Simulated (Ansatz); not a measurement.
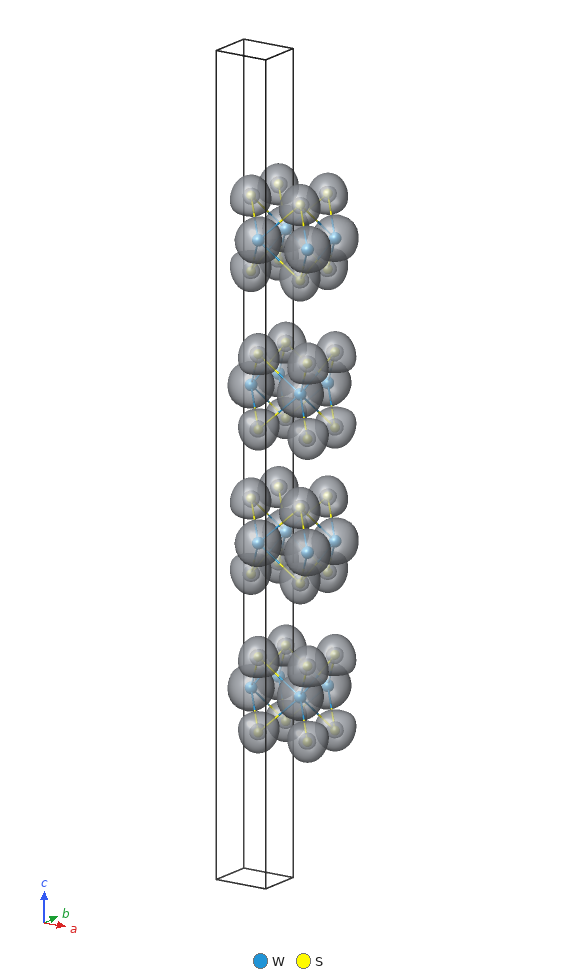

*WS₂. Isosurface of the valence electron density at 0.8 e/Å³ (grey), seen slightly off an axis. Sticks mark near contacts.*

Space group P-3m1; a structure from a database of computed crystals, not necessarily the ambient phase; started from the database structure prototype, which need not be the ambient phase.

Level of theory: DFT, r2SCAN+rVV10, plane waves, PAW (Ansatz 0.2.0).

The density is the valence pseudo-density of a PAW calculation; it isn't the true density close to the nuclei.

### What does this surface tell about the bonding?

At this value the density breaks into separate islands; it holds about 55 % of the electrons treated as valence (semicore included). It bridges none of the near contacts. It is pinched off along the sampled W–S (2.41 Å) contacts. On the grid the lowest density along these lines, outside the cores, is 0.63 e/Å³ (W–S, 2.41 Å).
